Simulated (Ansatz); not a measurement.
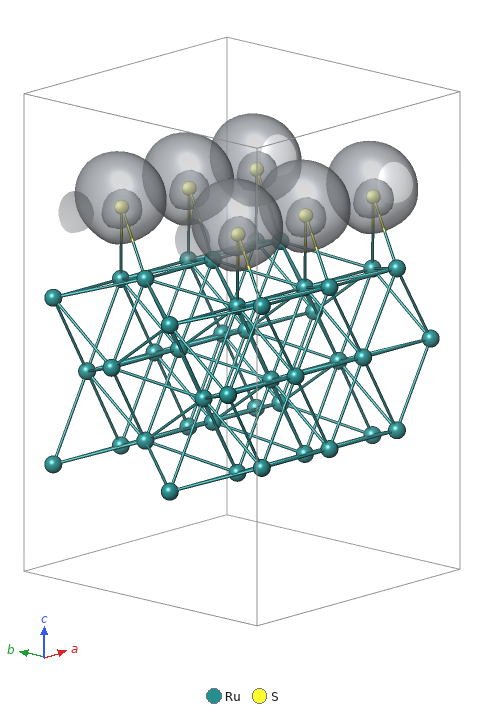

Ru6S (slab). Isosurface of the ELF at 0.65 (grey), seen at an oblique angle. Only the valence region is drawn (cores and ρ < 0.01 e/Å³ removed). Sticks mark near contacts.

Not relaxed (largest force 1.4 eV/Å); computed without spin polarisation; PAW files of the earlier set (soft_1).

All numbers below come from DFT PBE, scalar-relativistic, plane waves, PAW in Ansatz.

Core electrons are frozen (PAW), and the valence fields are smoothed inside the atomic spheres.

### Identify the bonds, lone pairs and shells in this picture.

At this value the surface marks out one region wrapped around S (its valence shell), counted in one cell of 7 atoms. Counts are for one cell; the picture repeats the cell along the surface.

Values along the shortest contacts:
Ru–S (2.18 Å): the ELF peaks at about 0.85 in the valence shell of S, 0.8 Å from its nucleus, and is about 0.45 at the midpoint. Ru–Ru (2.62 Å): the ELF is about 0.35 at the midpoint.

### Metal or insulator at this level of theory?

It is metallic or semimetallic at this level of theory: no gap opens.
